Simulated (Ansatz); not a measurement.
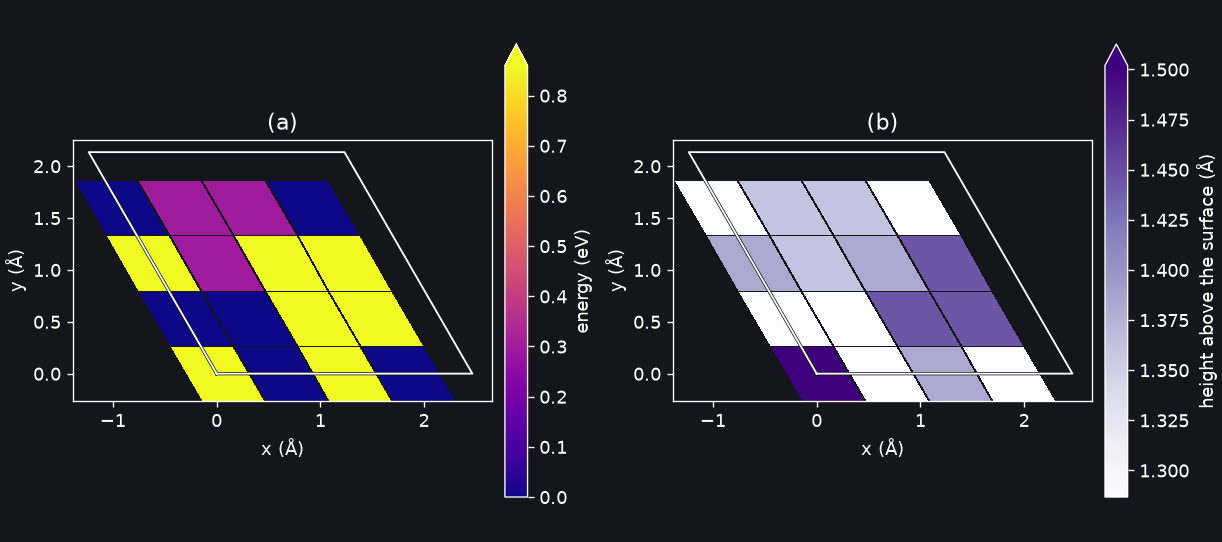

O on a C(001) slab cut from the P6_3/mmc phase (8 atoms of substrate and one adsorbate in a 1 × 1 cell). One O atom a 1 × 1 cell is placed over a mesh of places on the rigid (0 0 1) surface, and only its height is relaxed. Places are given modulo a cell vector. The map is drawn in real space over the plane of the surface. The scan uses a 4 × 4 grid. Energies: eV, counted from the lowest grid point. This mesh misses the points at thirds of the hexagonal cell. With one adsorbate in each 1 × 1 cell, its nearest image is 2.5 Å away, so neighbouring adsorbates interact. Computed with DFT PBE+D3(BJ), scalar-relativistic, plane waves, PAW (Ansatz 0.2.0).

Panel (a) is the energy; panel (b) is the computed height above the surface, in Å.

Drawn: one coloured cell a grid point, the outline of one cell of the plane, one colour for all values above the top of the scale.

Question: How does the height above the surface vary over the map, and what is it at the lowest grid point?

Answer: It runs from 1.29 Å at (0/4, 1/4) of the cell vectors [nearest 1 C at 1.43 Å] to 1.50 Å at the top site over a surface C atom, (0/4, 0/4) of the cell vectors. At the lowest grid point, (0/4, 1/4) of the cell vectors [nearest 1 C at 1.43 Å], it is 1.29 Å.
